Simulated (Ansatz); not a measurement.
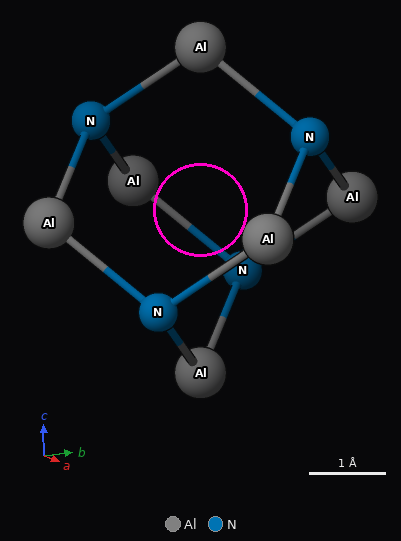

Perfect AlN. A ball-and-stick model of the atoms within 3.3 Å of one point, seen slightly off an axis.

Computed with DFT, PBEsol, PAW, plane waves in Ansatz. (plane-wave cutoff 420 eV; k-point mesh 1 × 1 × 1; mesh shifted by (0.25, 0.25, 0.25); collinear spin) Fermi-Dirac smearing of 0.01 eV. The axes drawn are those of the host's conventional cell.

An extra aluminium atom is put between the host's atoms (an interstitial) at the ringed place, in charge state 0. The supercell has 64 sites, and the atoms are relaxed at the host's cell.

> Predict the relaxed surroundings of the defect.

The Al atom starts with 4 N at 1.89 to 1.90 Å, 6 Al at 2.18 to 2.19 Å around its place and ends with 4 N at 1.83 Å. Of the host's atoms, an aluminium atom moves furthest from its site, by 0.24 Å. The cell's net moment is 1.00 μB.

The relaxed defect, seen from the same direction:

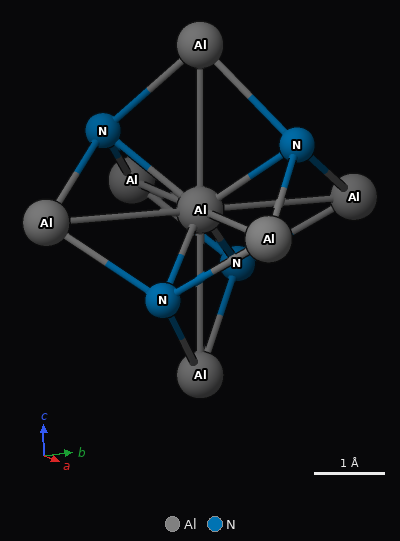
